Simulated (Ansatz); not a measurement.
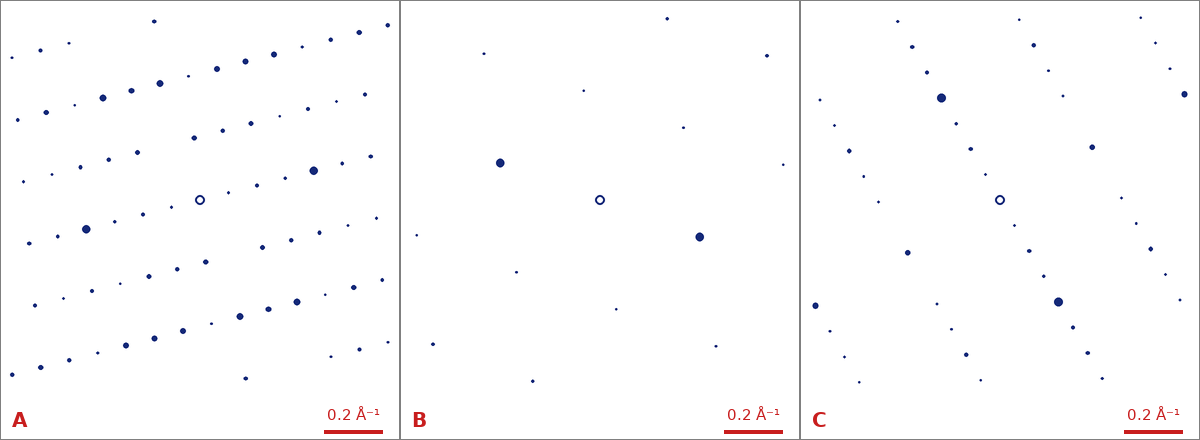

Kinematic zone-axis patterns, calculated for 120 keV electrons with B = 0.5 Å².

All three come from Ti, space group R-3m (No. 166), a = 5.37 Å, c = 29.18 Å (hexagonal axes). Structure: the end point of a relaxation with DFT r2SCAN, scalar-relativistic, plane waves, PAW in Ansatz; the starting structure was generated, so it need not be a known form of this composition.

```json
{"atom": "Ti", "site": "18h", "symmetry": ".m", "x": "0.8340", "y": "0.1660", "z": "0.2132"}
{"atom": "Ti", "site": "18h", "symmetry": ".m", "x": "0.1684", "y": "0.8316", "z": "0.0418"}
```

Question: Assign the zone axes [100], [121], [210] to A, B and C.

Answer: A is [100]: oblique net of 0 0 3 (weak) at d = 9.73 Å and 0 -1 1 at d = 4.59 Å, at 80.9°. B is [121]: centred rectangular net of 2 -1 0 at d = 2.69 Å and 1 1 -3 (weak) at d = 2.59 Å, at 61.2°. C is [210]: rectangular net of 0 0 3 (weak) at d = 9.73 Å and 1 -2 0 at d = 2.69 Å, at 90.0°.
